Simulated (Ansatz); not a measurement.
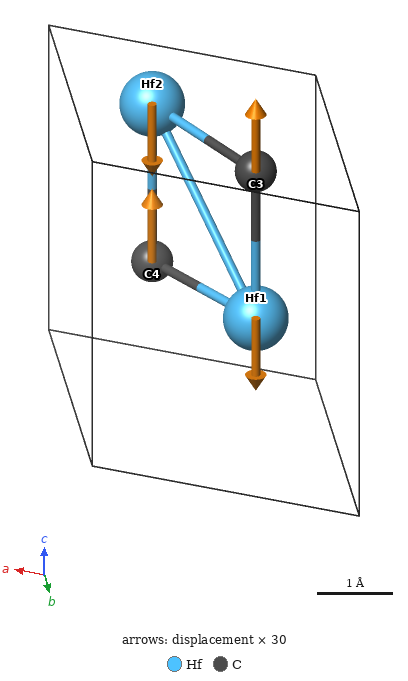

A relaxation of solid HfC (a generated structure, set up in P6_3mc). The starting structure is drawn; orange arrows show the displacements (the part carried along by the change of the cell is left out), magnified 30 times.

A ball-and-stick model of the cell of the calculation, seen from a free direction.

Case: Si → Hf on all its sites, cell and atoms relaxed.

Computed with DFT r2SCAN, scalar-relativistic, plane waves, PAW in Ansatz.

Input
```yaml
crystal:
  lattice:
    - [3.8322690023, 0.0, 0.0]
    - [-1.9161345012, 3.3188423101, 0.0]
    - [0.0, 0.0, 4.6499174167]
  atoms:
    - { symbol: Hf, position: [0.3333333333, 0.6666666667, 0.4459775374] }
    - { symbol: Hf, position: [0.6666666667, 0.3333333333, 0.9459775374] }
    - { symbol: C, position: [0.3333333333, 0.6666666667, 0.9290224626] }
    - { symbol: C, position: [0.6666666667, 0.3333333333, 0.4290224626] }
basis:
  ecutwfc: 500
kpoints:
  mp_grid: { grid: [12, 12, 10] }
hamiltonian:
  xc: r2scan
scf:
  occupations: { method: gaussian, width: 0.1 }
output:
  forces: true
  stress: true
  eigenvalues: true
  write_density: true
  write_potential: true
  elf: true
  volumetric_format: npy
relax:
  adjacent_minimum: "off"
  f_tol: 0.01
  max_steps: 60
  cell: { stress_tol: 0.1 }
```

Run as
```bash
ansatz run input.yaml --threads 1 --pin off --max-ram 2560MiB --backend cpu --events-out ev --progress --plain --runs-dir out
```

> What did the optimiser do to the structure, and how much energy did it gain?

Over 4 accepted moves (6 points after the start) the energy falls by 8.1 meV per cell of the calculation. The largest force component goes from 0.13 to 0.0025 eV/Å. The pressure goes from 0.01 to 0.01 GPa. The line search rejected the trial step at point 2 of the run. At 1 point the geometry stayed and the basis and grid were re-selected for the new cell (energy shift of less than 0.05 meV per cell of the calculation at most each time). The largest moves relative to the cell, 0.037 Å, are those of Hf1, Hf2, C3 and C4. C4 goes along +c. By element the largest moves are C 0.037 Å, Hf 0.037 Å. Cell: a = b 3.832 → 3.840 Å (+0.2 %), c 4.650 → 4.628 Å (−0.5 %). Volume −0.1 %. Among the contacts that change: Hf1–C3 2.404 → 2.318 Å, Hf1–C3 (another image) 2.246 → 2.309 Å, Hf1–Hf2 3.209 → 3.204 Å. The space group (tolerance 0.01 Å) goes from P6_3mc (No. 186) to P6_3/mmc (No. 194).
